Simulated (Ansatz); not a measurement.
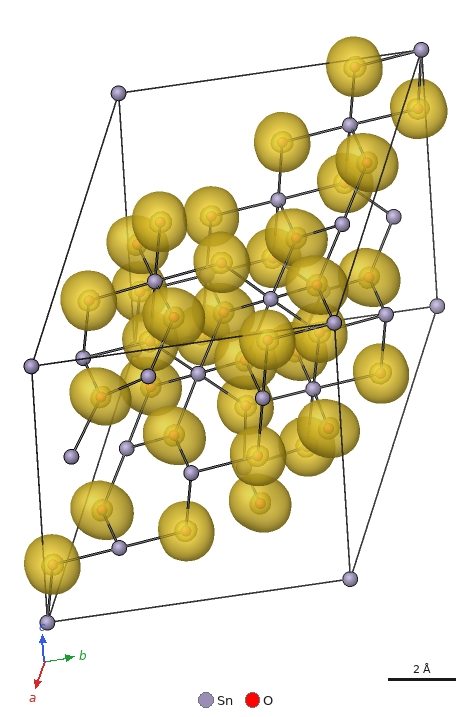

Figure 1: Sn₁₆O₃₁ (cell charge +1, with a compensating background) (cell with a defect). Isosurface of the electron localisation function at 0.65 (yellow), seen at an oblique angle. Core shells and regions of very low density are left out. Sticks mark near contacts.

Spin-polarised.

These are results of Ansatz, DFT PBE, scalar-relativistic, plane waves, PAW, not measurements.

Core electrons are frozen (PAW), and the valence fields are smoothed inside the atomic spheres.

What do the ELF domains correspond to?

Answer. The surface consists of 31 regions wrapped around O (the valence shell of each), counted in one cell of 47 atoms. Any copies at cell faces, edges or corners count once. Profiles from the grid: Sn–O (1.99 Å): the ELF peaks at about 0.80 in the valence shell of O, 0.6 Å from its nucleus, and is about 0.25 at the midpoint (no shared electron pair shows on this line). Sn–O (2.05 Å): the ELF peaks at about 0.80 in the valence shell of O, 0.6 Å from its nucleus, and is about 0.25 at the midpoint; no shared electron pair shows on this line.
